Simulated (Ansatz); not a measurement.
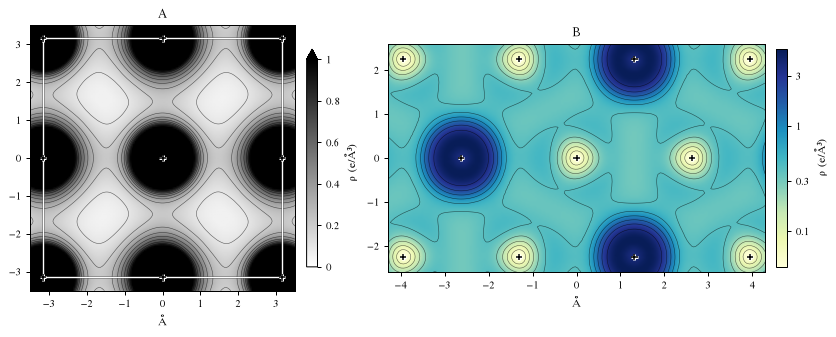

The valence charge density (pseudo) of 2 systems, each on a plane through atoms (crosses mark nuclei in the plane).

These are results of Ansatz, DFT, PBEsol, PAW with Ansatz's default frozen-core files, scalar-relativistic, not measurements.

System 1: Si2W, the (11̄0) plane of the conventional cell. Space group I4/mmm; changed on purpose from its base cell (equal xx and yy strain of -1 %, PAW files).

```xyz
6
Lattice="3.1799 0.0000 0.0000 0.0000 3.1799 0.0000 0.0000 0.0000 7.8800" Properties=species:S:1:pos:R:3 pbc="T T T"
Si    0.0000    0.0000    2.6240
Si    1.5899    1.5899    6.5640
Si    0.0000    0.0000    5.2560
Si    1.5899    1.5899    1.3160
W     0.0000    0.0000    0.0000
W     1.5899    1.5899    3.9400
```

System 2: SnTe, the (001) plane of the conventional cell. Space group Fm-3m.

```
Sn Te
1.0
     6.31300    0.00000    0.00000
     0.00000    6.31300    0.00000
     0.00000    0.00000    6.31300
Sn Te
4 4
Direct
  0.00000 0.00000 0.00000
  0.50000 0.50000 0.00000
  0.50000 0.00000 0.50000
  0.00000 0.50000 0.50000
  0.50000 0.00000 0.00000
  0.00000 0.50000 0.00000
  0.00000 0.00000 0.50000
  0.50000 0.50000 0.50000
```

> Match each panel to its system.

Panel A is system 2, SnTe: the plane holds Sn and Te. Sn–Te (3.16 Å): the density is about 0.22 e/Å³ at the midpoint. Panel B is system 1, Si2W: the plane holds Si and W. Si–W (2.61 Å): ρ is about 0.43 e/Å³ halfway.
